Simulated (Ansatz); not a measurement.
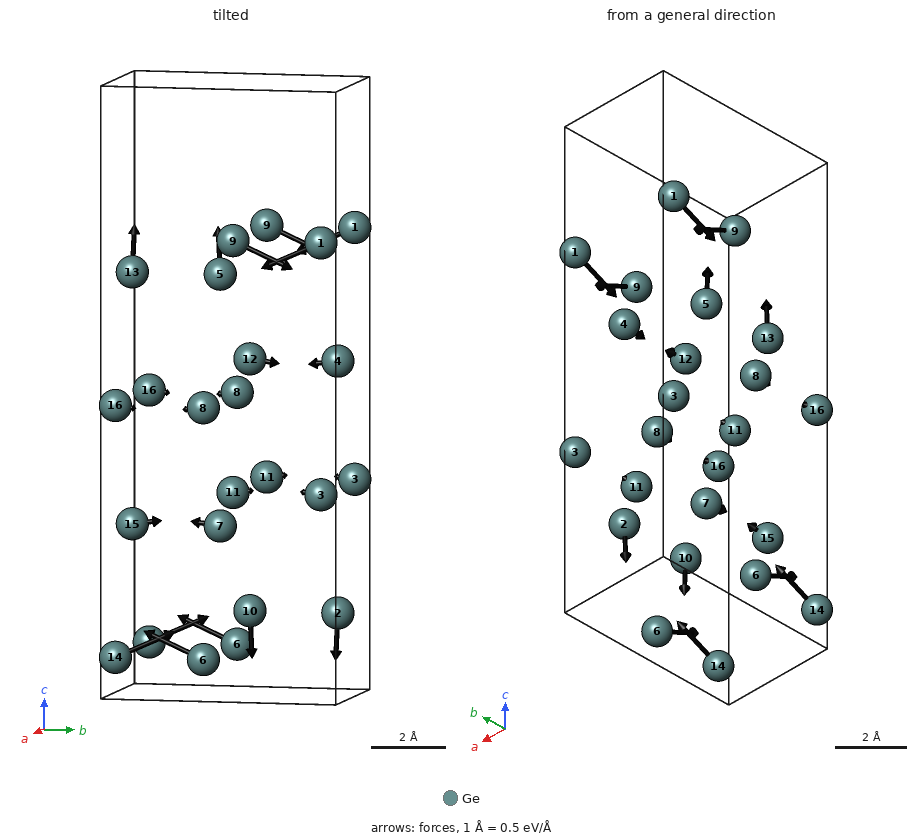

Drawn in the spheres-only manner and seen slightly off an axis and from a general direction. Atoms at the boundary of the simulation cell (the box) are drawn once for each face, edge or corner they touch. The arrows are the computed forces on the atoms.

System: Ge. Computed with DFT r2SCAN, scalar-relativistic, plane waves, PAW (Ansatz 0.2.0). Settings: a basis cut at 500 eV, k-point mesh 8×5×3, Gaussian smearing of 0.03 eV, no spin polarisation.

> Judging by the arrows, is the geometry relaxed?

No. The atoms still feel forces of up to about 0.71 eV/Å, far above a usual threshold of 0.01 to 0.03 eV/Å.

> Which atom is furthest from force balance?

Ge1, Ge6, Ge9 and Ge14, about 0.71 eV/Å.

Origin of the cell: a structure listed in the Materials Project. The cell was then strained or its atoms displaced on purpose. It went into a calculation with Ansatz.
